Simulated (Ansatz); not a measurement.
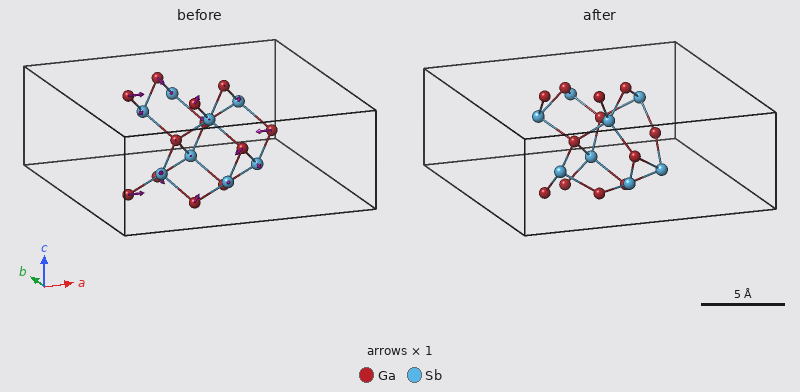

The structure of a wire of composition GaSb before (left) and after (right) a relaxation, at one scale. The purple arrows give the displacements (the part carried along by the change of the cell is left out), at their true length.

A ball-and-stick model of the cell of the calculation, with the vacuum cut short, seen slightly off an axis.

Case: wire along [0 0 1], 16 atoms a period.

The calculation used Ansatz, DFT PBE, scalar-relativistic, plane waves, PAW. (plane-wave cutoff 420 eV; k-point mesh 1 × 1 × 9; occupations gaussian; smearing width 0.05 eV; collinear spin; cell relaxed at fixed a, b, alpha, beta, gamma; force threshold 0.02 eV/Å; at most 45 steps)

### Summarise the run.

The run was cut off at its time limit before the relaxation converged, so the last structure is only a point on the way. The energy falls by 3.288 eV per cell of the calculation in 6 geometry steps. Largest force component: 0.55 eV/Å at the start, 0.15 eV/Å at the end. The largest moves relative to the centre of the atoms, 1.07 Å, are those of Ga atoms. Largest moves by element: Ga 1.07 Å, Sb 0.44 Å. Along the periodic axis the drawn cell goes c 6.214 → 6.078 Å (−2.2 %). Near-neighbour distances that change, for instance: Ga–Sb 2.691 → 2.575 Å, Ga–Sb 2.691 → 2.754 Å, Ga–Sb 2.691 → 2.707 Å. Among the angles between lasting bonds that change: Sb–Ga–Sb 109.5° → 166.6°, Ga–Sb–Ga 109.5° → 74.4°, Ga–Sb–Ga 109.5° → 84.5°. The program noted that the starting moments weren't kept.
